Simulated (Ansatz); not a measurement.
Geometry relaxation, with input and output: GaSb (part 3 of 3)

GaSb (slab, 16 atoms in the cell); DFT PBE+D3(BJ), scalar-relativistic, plane waves, PAW, no spin polarisation (Ansatz 0.2.0); cutoff 420 eV, 2×3×1 k-mesh, Gaussian smearing of 0.1 eV. The structure derives from an entry of the Crystallography Open Database. The input holds or restrains some coordinates. Forces given for the steps count only the free coordinates. It belongs to a series of runs on one base structure; here: clean slab, lower planes held.

Geometry of the input (Å; fractional positions):
```
8.6681  0.0000  0.0000
0.0000  6.1293  0.0000
0.0000  0.0000  22.5011
Ga 0.2500  0.5000  0.3555
Ga 0.7500  0.5000  0.3555
Sb 0.5000  0.2500  0.3555
Sb 0.0000  0.2500  0.3555
Ga 0.5000  0.0000  0.4518
Ga 0.0000  0.0000  0.4518
Sb 0.7500  0.7500  0.4518
Sb 0.2500  0.7500  0.4518
Ga 0.7500  0.5000  0.5482
Ga 0.2500  0.5000  0.5482
Sb 0.0000  0.2500  0.5482
Sb 0.5000  0.2500  0.5482
Ga 0.0000  0.0000  0.6445
Ga 0.5000  0.0000  0.6445
Sb 0.2500  0.7500  0.6445
Sb 0.7500  0.7500  0.6445
```

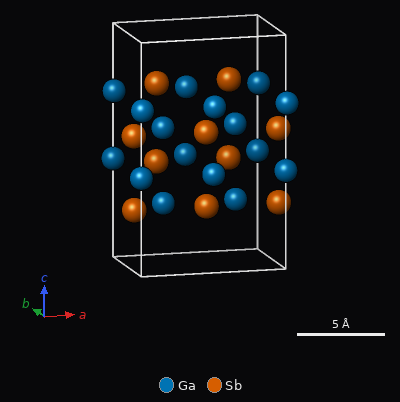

Figure 1. The geometry at step 3 of the log (spheres-only view of the cell of the calculation, with the vacuum cut short, seen slightly off an axis).

### Output, continued
```
  k-point 2: bands = ["-28.5509", "-28.5509", "-28.5455", "-28.5455", "-28.5384", "-28.5384", "-28.5262", "-28.5262", "-28.5251", "-28.5251", "-28.5231", "-28.5231", "-28.5058", "-28.5058", "-28.5004", "-28.5004", "-28.4858", "-28.4858", "-28.4737", "-28.4737", "-28.2406", "-28.2406", "-28.2229", "-28.2229", "-28.1975", "-28.1975", "-28.1893", "-28.1893", "-28.1751", "-28.1751", "-28.0839", "-28.0839", "-28.0770", "-28.0770", "-27.9880", "-27.9880", "-27.9618", "-27.9618", "-27.9422", "-27.9422", "-14.9351", "-14.9351", "-14.9016", "-14.9016", "-14.8872", "-14.8872", "-14.8863", "-14.8863", "-14.8555", "-14.8555", "-14.8537", "-14.8537", "-14.8141", "-14.8141", "-14.8068", "-14.8068", "-14.7917", "-14.7917", "-14.7707", "-14.7707", "-14.7693", "-14.7693", "-14.7683", "-14.7683", "-14.7598", "-14.7598", "-14.7480", "-14.7480", "-14.7446", "-14.7446", "-14.6894", "-14.6894", "-14.6815", "-14.6815", "-14.6612", "-14.6612", "-14.6376", "-14.6376", "-14.6266", "-14.6266", "-10.3769", "-10.3769", "-9.5296", "-9.5296", "-8.7032", "-8.7032", "-8.5172", "-8.5172", "-6.2395", "-6.2395", "-5.7318", "-5.7318", "-4.5058", "-4.5058", "-3.3006", "-3.3006", "-3.0594", "-3.0594", "-2.5075", "-2.5075", "-2.3260", "-2.3260", "-2.1388", "-2.1388", "-1.4948", "-1.4948", "-1.3500", "-1.3500", "-0.8342", "-0.8342", "-0.2202", "-0.2202", "0.6282", "0.6282", "1.6129", "1.6129", "2.0638", "2.0638", "2.6270", "2.6270", "2.6927", "2.6927", "3.1791", "3.1791", "3.4576", "3.4576", "3.8165", "3.8165", "4.2320", "4.2320", "4.6353", "4.6353", "4.7645", "4.7645", "4.8906"]
  k-point 3: bands = ["-28.5508", "-28.5508", "-28.5455", "-28.5455", "-28.5383", "-28.5383", "-28.5262", "-28.5262", "-28.5253", "-28.5253", "-28.5230", "-28.5230", "-28.5058", "-28.5058", "-28.5004", "-28.5004", "-28.4858", "-28.4858", "-28.4737", "-28.4737", "-28.2407", "-28.2407", "-28.2229", "-28.2229", "-28.1975", "-28.1975", "-28.1893", "-28.1893", "-28.1751", "-28.1751", "-28.0839", "-28.0839", "-28.0770", "-28.0770", "-27.9880", "-27.9880", "-27.9618", "-27.9618", "-27.9422", "-27.9422", "-14.9353", "-14.9353", "-14.9017", "-14.9017", "-14.8870", "-14.8870", "-14.8860", "-14.8860", "-14.8556", "-14.8556", "-14.8537", "-14.8537", "-14.8108", "-14.8108", "-14.8053", "-14.8053", "-14.7913", "-14.7913", "-14.7727", "-14.7727", "-14.7706", "-14.7706", "-14.7699", "-14.7699", "-14.7599", "-14.7599", "-14.7478", "-14.7478", "-14.7445", "-14.7445", "-14.6908", "-14.6908", "-14.6824", "-14.6824", "-14.6619", "-14.6619", "-14.6374", "-14.6374", "-14.6264", "-14.6264", "-10.0605", "-10.0605", "-9.3948", "-9.3948", "-9.1517", "-9.1517", "-8.8172", "-8.8172", "-5.6679", "-5.6679", "-5.5744", "-5.5744", "-4.9073", "-4.9073", "-4.2542", "-4.2542", "-2.7748", "-2.7748", "-2.7047", "-2.7047", "-2.1073", "-2.1073", "-1.7341", "-1.7341", "-1.4880", "-1.4880", "-1.1022", "-1.1022", "-0.7479", "-0.7479", "-0.1189", "-0.1189", "0.6353", "0.6353", "1.5183", "1.5183", "2.1180", "2.1180", "2.5704", "2.5704", "3.1654", "3.1654", "3.4912", "3.4912", "3.9623", "3.9623", "4.1646", "4.1646", "4.5228", "4.5228", "4.7317", "4.7317", "4.9095", "4.9095", "4.9825"]
--- Relaxed structure (5 steps of the walk, 5 accepted, 0 SCFs on fresh bases) ---
  F+E_penalty+E_count = -82141.91780260 eV   max|allowed force component| = 6.937e-3 eV/Å
  atoms:
    - { symbol: Ga, position: [0.24999999999999997, 0.49999999999999994, 0.35553877650000004] }
    - { symbol: Ga, position: [0.7499999999999999, 0.49999999999999994, 0.35553877650000004] }
    - { symbol: Sb, position: [0.49999999999999994, 0.24999999999999997, 0.35553877650000004] }
    - { symbol: Sb, position: [0.0, 0.24999999999999997, 0.35553877650000004] }
    - { symbol: Ga, position: [0.49999999999999994, 0.0, 0.4518462588] }
    - { symbol: Ga, position: [0.0, 0.0, 0.4518462588] }
    - { symbol: Sb, position: [0.7499999999999999, 0.7499999999999999, 0.4518462588] }
    - { symbol: Sb, position: [0.24999999999999997, 0.7499999999999999, 0.4518462588] }
    - { symbol: Ga, position: [0.7499999999999999, 0.5081177980600494, 0.554427828436468] }
    - { symbol: Ga, position: [0.24999999999999997, 0.5081177980600494, 0.554427828436468] }
    - { symbol: Sb, position: [-6.272962801749123e-20, 0.2576369949861981, 0.5479360792560571] }
    - { symbol: Sb, position: [0.49999999999999994, 0.2576369949861981, 0.5479360792560571] }
    - { symbol: Ga, position: [-5.161266681285929e-18, -0.05936495171482637, 0.6265524398110004] }
    - { symbol: Ga, position: [0.49999999999999994, -0.05936495171482637, 0.6265524398110004] }
    - { symbol: Sb, position: [0.24999999999999997, 0.7227452507373944, 0.6583745079030261] }
    - { symbol: Sb, position: [0.7499999999999999, 0.7227452507373944, 0.6583745079030261] }
```

### Trajectory as extended XYZ (Å, eV, eV/Å), 5 frames, from step=1 to step=5
```
16
Lattice="8.6681 0.0000 0.0000 0.0000 6.1293 0.0000 0.0000 0.0000 22.5011" Properties=species:S:1:pos:R:3:forces:R:3 step=1 energy=-82141.01216
Ga    2.1670    3.0646    8.0000    0.0000  -0.4623   0.8132
Ga    6.5011    3.0646    8.0000    0.0000  -0.4623   0.8132
Sb    4.3340    1.5323    8.0000    0.0000  -0.0355  -0.9067
Sb    0.0000    1.5323    8.0000    0.0000  -0.0355  -0.9067
Ga    4.3340    0.0000   10.1670    0.0000   0.0323   0.0615
Ga    0.0000    0.0000   10.1670    0.0000   0.0323   0.0615
Sb    6.5011    4.5969   10.1670    0.0000   0.4653  -0.4091
Sb    2.1670    4.5969   10.1670    0.0000   0.4653  -0.4091
Ga    6.5011    3.0646   12.3340    0.0000   0.0323  -0.0615
Ga    2.1670    3.0646   12.3340    0.0000   0.0323  -0.0615
Sb    0.0000    1.5323   12.3340    0.0000   0.4653   0.4091
Sb    4.3340    1.5323   12.3340    0.0000   0.4653   0.4091
Ga    0.0000    0.0000   14.5011    0.0000  -0.4623  -0.8132
Ga    4.3340    0.0000   14.5011    0.0000  -0.4623  -0.8132
Sb    2.1670    4.5969   14.5011    0.0000  -0.0355   0.9067
Sb    6.5011    4.5969   14.5011    0.0000  -0.0355   0.9067
16
Lattice="8.6681 0.0000 0.0000 0.0000 6.1293 0.0000 0.0000 0.0000 22.5011" Properties=species:S:1:pos:R:3:forces:R:3 step=2 energy=-82141.61542
Ga    2.1670    3.0646    8.0000    0.0000  -0.5865   0.9127
Ga    6.5011    3.0646    8.0000    0.0000  -0.5865   0.9127
Sb    4.3340    1.5323    8.0000    0.0000  -0.0014  -1.0550
Sb    0.0000    1.5323    8.0000    0.0000  -0.0014  -1.0550
Ga    4.3340    0.0000   10.1670    0.0000   0.3019   0.4095
Ga    0.0000    0.0000   10.1670    0.0000   0.3019   0.4095
Sb    6.5011    4.5969   10.1670    0.0000   0.5627  -0.3822
Sb    2.1670    4.5969   10.1670    0.0000   0.5627  -0.3822
Ga    6.5011    3.1123   12.3648    0.0000   0.2258   0.3250
Ga    2.1670    3.1123   12.3648    0.0000   0.2258   0.3250
Sb    0.0000    1.6157   12.3678    0.0000  -0.0790  -0.0946
Sb    4.3340    1.6157   12.3678    0.0000  -0.0790  -0.0946
Ga    0.0000   -0.1146   14.3435    0.0000  -0.3829  -0.4362
Ga    4.3340   -0.1146   14.3435    0.0000  -0.3829  -0.4362
Sb    2.1670    4.5327   14.6817    0.0000  -0.0400   0.3208
Sb    6.5011    4.5327   14.6817    0.0000  -0.0400   0.3208
16
Lattice="8.6681 0.0000 0.0000 0.0000 6.1293 0.0000 0.0000 0.0000 22.5011" Properties=species:S:1:pos:R:3:forces:R:3 step=3 energy=-82141.86446
Ga    2.1670    3.0646    8.0000    0.0000  -0.6443   0.9386
Ga    6.5011    3.0646    8.0000    0.0000  -0.6443   0.9386
Sb    4.3340    1.5323    8.0000    0.0000   0.0244  -1.1325
Sb    0.0000    1.5323    8.0000    0.0000   0.0244  -1.1325
Ga    4.3340    0.0000   10.1670    0.0000   0.3622   0.4183
Ga    0.0000    0.0000   10.1670    0.0000   0.3622   0.4183
Sb    6.5011    4.5969   10.1670    0.0000   0.5016  -0.2575
Sb    2.1670    4.5969   10.1670    0.0000   0.5016  -0.2575
Ga    6.5011    3.1537   12.4289    0.0000   0.0436   0.2885
Ga    2.1670    3.1537   12.4289    0.0000   0.0436   0.2885
Sb    0.0000    1.6268   12.3448    0.0000  -0.1069  -0.1078
Sb    4.3340    1.6268   12.3448    0.0000  -0.1069  -0.1078
Ga    0.0000   -0.2382   14.1928    0.0000  -0.1714  -0.1376
Ga    4.3340   -0.2382   14.1928    0.0000  -0.1714  -0.1376
Sb    2.1670    4.4908   14.7914    0.0000  -0.0092  -0.0098
Sb    6.5011    4.4908   14.7914    0.0000  -0.0092  -0.0098
16
Lattice="8.6681 0.0000 0.0000 0.0000 6.1293 0.0000 0.0000 0.0000 22.5011" Properties=species:S:1:pos:R:3:forces:R:3 step=4 energy=-82141.91576
Ga    2.1670    3.0646    8.0000    0.0000  -0.6383   0.9582
Ga    6.5011    3.0646    8.0000    0.0000  -0.6383   0.9582
Sb    4.3340    1.5323    8.0000    0.0000   0.0279  -1.1449
Sb    0.0000    1.5323    8.0000    0.0000   0.0279  -1.1449
Ga    4.3340    0.0000   10.1670    0.0000   0.2617   0.2855
Ga    0.0000    0.0000   10.1670    0.0000   0.2617   0.2855
Sb    6.5011    4.5969   10.1670    0.0000   0.3259  -0.0697
Sb    2.1670    4.5969   10.1670    0.0000   0.3259  -0.0697
Ga    6.5011    3.1100   12.4818    0.0000   0.0330  -0.0200
Ga    2.1670    3.1100   12.4818    0.0000   0.0330  -0.0200
Sb    0.0000    1.5751   12.3312    0.0000   0.0318   0.0089
Sb    4.3340    1.5751   12.3312    0.0000   0.0318   0.0089
Ga    0.0000   -0.3450   14.1237    0.0000  -0.0396  -0.0378
Ga    4.3340   -0.3450   14.1237    0.0000  -0.0396  -0.0378
Sb    2.1670    4.4359   14.8166    0.0000  -0.0011   0.0204
Sb    6.5011    4.4359   14.8166    0.0000  -0.0011   0.0204
16
Lattice="8.6681 0.0000 0.0000 0.0000 6.1293 0.0000 0.0000 0.0000 22.5011" Properties=species:S:1:pos:R:3:forces:R:3 step=5 energy=-82141.91780
Ga    2.1670    3.0646    8.0000    0.0000  -0.6455   0.9604
Ga    6.5011    3.0646    8.0000    0.0000  -0.6455   0.9604
Sb    4.3340    1.5323    8.0000    0.0000   0.0278  -1.1563
Sb    0.0000    1.5323    8.0000    0.0000   0.0278  -1.1563
Ga    4.3340    0.0000   10.1670    0.0000   0.2777   0.2973
Ga    0.0000    0.0000   10.1670    0.0000   0.2777   0.2973
Sb    6.5011    4.5969   10.1670    0.0000   0.3399  -0.0934
Sb    2.1670    4.5969   10.1670    0.0000   0.3399  -0.0934
Ga    6.5011    3.1144   12.4752    0.0000  -0.0022   0.0041
Ga    2.1670    3.1144   12.4752    0.0000  -0.0022   0.0041
Sb    0.0000    1.5791   12.3291    0.0000  -0.0018  -0.0069
Sb    4.3340    1.5791   12.3291    0.0000  -0.0018  -0.0069
Ga    0.0000   -0.3639   14.0981    0.0000   0.0019  -0.0008
Ga    4.3340   -0.3639   14.0981    0.0000   0.0019  -0.0008
Sb    2.1670    4.4299   14.8141    0.0000   0.0022  -0.0043
Sb    6.5011    4.4299   14.8141    0.0000   0.0022  -0.0043
```

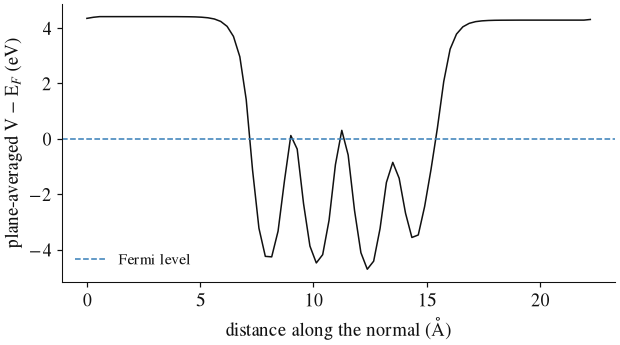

Figure 2. Plane average of the electrostatic potential energy of an electron across the cell, from the Fermi level. The vacuum level lies 4.28 eV above the Fermi level on the upper side and 4.41 eV on the lower.

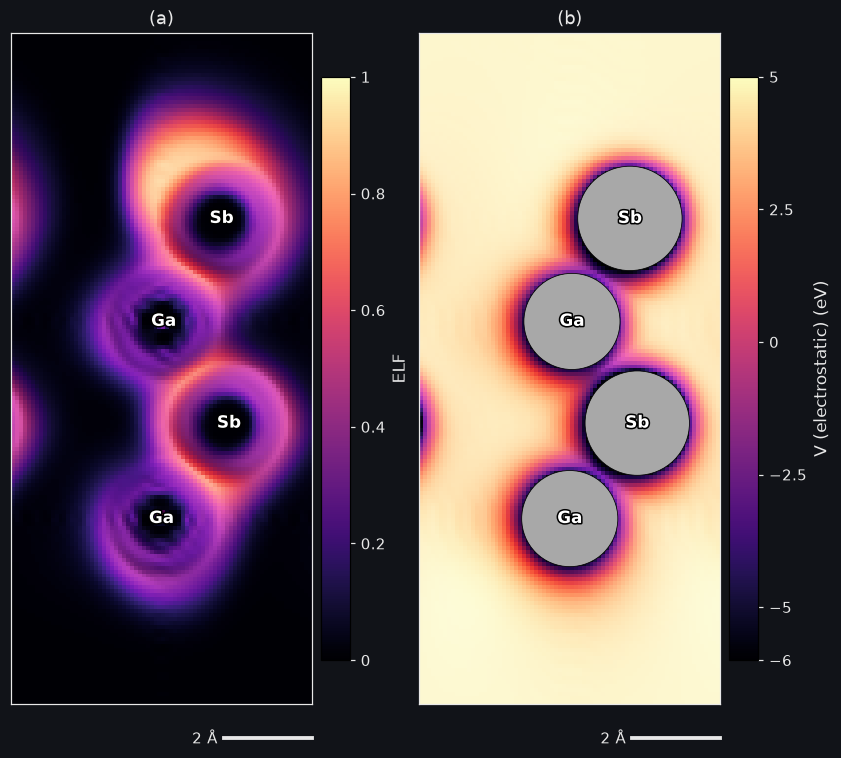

Figure 3. (a) ELF; (b) electrostatic potential (local pseudopotential plus Hartree) felt by an electron on the (100) plane of the calculation cell, a cut from vacuum to vacuum. Grey discs, where drawn, cover atomic cores. Ga–Sb (2.65 Å): the ELF peaks at about 0.65 between the atoms. Ga–Sb (2.65 Å): the ELF peaks at about 0.65 between the atoms. Ga–Sb (2.74 Å): the ELF peaks at about 0.70 between the atoms. The strong features right at Ga lie inside the PAW spheres (semicore, d or f shells) and say nothing about bonding. In a PAW calculation such maps are meaningful between the atoms, not at the nuclei.

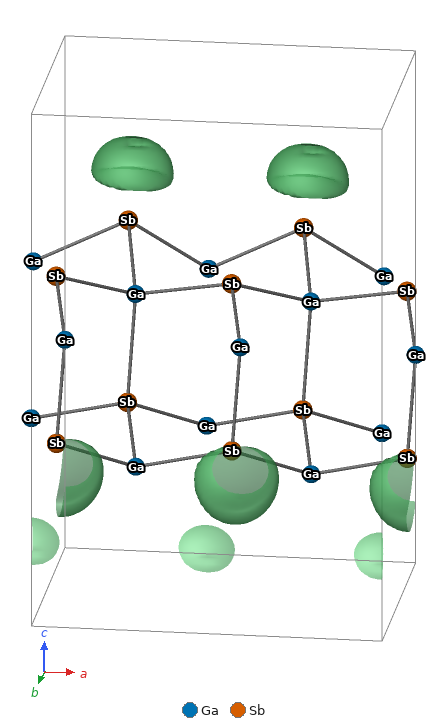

Figure 4. Isosurface of the ELF at 0.75 (green), seen at an oblique angle. Only the valence region is drawn (cores and ρ < 0.01 e/Å³ removed). Sticks mark near contacts. Profiles from the grid: Ga–Sb (2.63 Å): the ELF peaks at about 0.70 between the atoms. Ga–Sb (2.68 Å): the ELF peaks at about 0.70 between the atoms.
